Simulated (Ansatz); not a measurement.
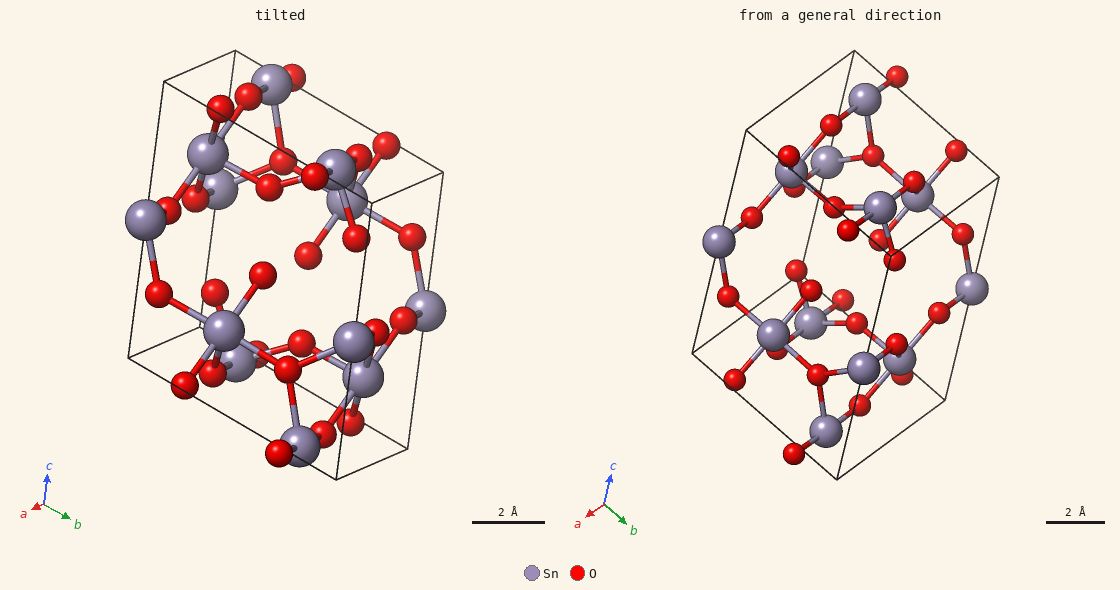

A ball-and-stick rendering, viewed slightly off an axis and from a general direction. The supercell is outlined; an atom on or near a face, edge or corner is repeated at each equivalent position. The host is SnO2, in a cell of 24 sites, and the cell carries a charge of -3.

Question: Describe the defect.

Answer: A tin vacancy. Around the empty site lie six O at about 2.2 Å.

Level of theory and settings: DFT PBE, scalar-relativistic, plane waves, PAW in Ansatz 0.2.0, a 420 eV plane-wave basis, 3×3×3 k-mesh, Gaussian smearing of 0.01 eV, collinear spins.

Question: Does the defect leave unpaired spin?

Answer: Yes, 1.0 μB in the cell.

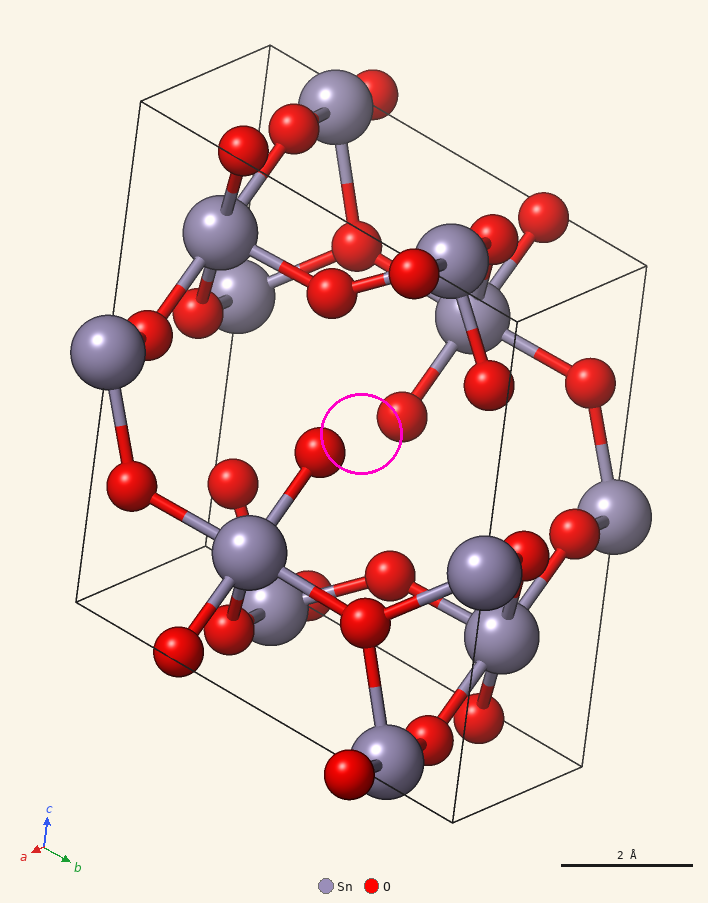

The same cell with a ring at the defect's site.

The atoms were relaxed in the host's cell with DFT PBE, scalar-relativistic, plane waves, PAW (Ansatz).
